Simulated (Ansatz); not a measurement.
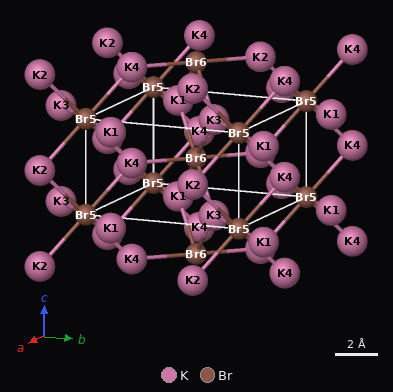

This is the input geometry for a relaxation of a crystal of K$_{2}$Br (built on the rutile_136 type). A ball-and-stick model of the cell of the calculation, seen slightly off an axis.

Case: anti-rutile type (P4_2/mnm, No. 136).

Level of theory: DFT PBE, scalar-relativistic, plane waves, PAW (Ansatz 0.2.0).

Input
```yaml
crystal:
  lattice:
    - [8.1180873782, 0.0, 0.0]
    - [0.0, 8.1180873782, 0.0]
    - [0.0, 0.0, 4.7628244941]
  atoms:
    - { symbol: K, position: [0.2913972238, 0.2913972238, 0.0] }
    - { symbol: K, position: [0.2086027762, 0.7913972238, 0.5] }
    - { symbol: K, position: [0.7086027762, 0.7086027762, 0.0] }
    - { symbol: K, position: [0.7913972238, 0.2086027762, 0.5] }
    - { symbol: Br, position: [0.0, 0.0, 0.0] }
    - { symbol: Br, position: [0.5, 0.5, 0.5] }
basis:
  ecutwfc: 420
kpoints:
  mp_grid: { grid: [6, 6, 8] }
hamiltonian:
  xc: pbe
scf:
  occupations: { method: gaussian, width: 0.1 }
output:
  forces: true
  stress: true
  eigenvalues: true
relax:
  adjacent_minimum: "off"
  f_tol: 0.01
  max_steps: 80
  cell: { stress_tol: 0.05 }
```

Command:
```bash
ansatz run input.yaml --threads 1 --pin off --max-ram 2560MiB --backend cpu --events-out ev --progress --plain --runs-dir out
```

Where does the relaxation end?

Answer. The largest moves relative to the cell, 0.006 Å, are those of K1, K2, K3 and K4. K1 goes along [1 1 0]. Br stays in place. The volume changes by +1.0 %, with a = b 8.118 → 8.190 Å (+0.9 %), c 4.763 → 4.724 Å (−0.8 %). Near-neighbour distances that change, for instance: K1–Br5 3.345 → 3.381 Å. The space group stays P4_2/mnm (No. 136). After 2 accepted moves (3 points after the start) the energy has fallen by 0.4 meV per atom. The largest force component goes from 0.0061 to 0.0015 eV/Å. The pressure goes from 0.08 to 0.00 GPa. At 1 point the geometry stayed and the basis and grid were re-selected for the new cell (energy shift of less than 0.05 meV per atom at most each time).

History of the run:

```csv
step,"E − E(0), meV/atom","largest force component, eV/Å","pressure, GPa","volume, Å³/atom",note
0,0.00,0.0061,0.08,52.314,
1,-0.17,0.0058,0.05,52.461,
2,-0.41,0.0015,0.00,52.821,
3,-0.42,0.0015,0.00,52.821,"same geometry, new basis"
```

Final geometry:

```
CELL_PARAMETERS angstrom
8.19032 0.00000 0.00000
0.00000 8.19032 0.00000
0.00000 0.00000 4.72448
ATOMIC_POSITIONS crystal
K 0.29188 0.29188 0.00000
K 0.20812 0.79188 0.50000
K 0.70812 0.70812 0.00000
K 0.79188 0.20812 0.50000
Br 0.00000 0.00000 0.00000
Br 0.50000 0.50000 0.50000
```

After the run, drawn alike:

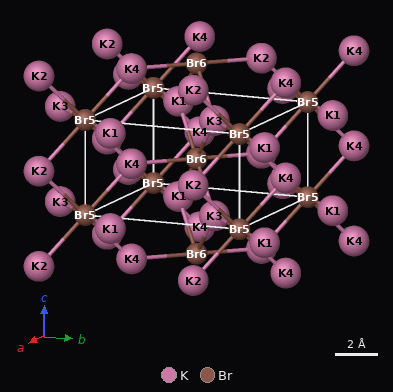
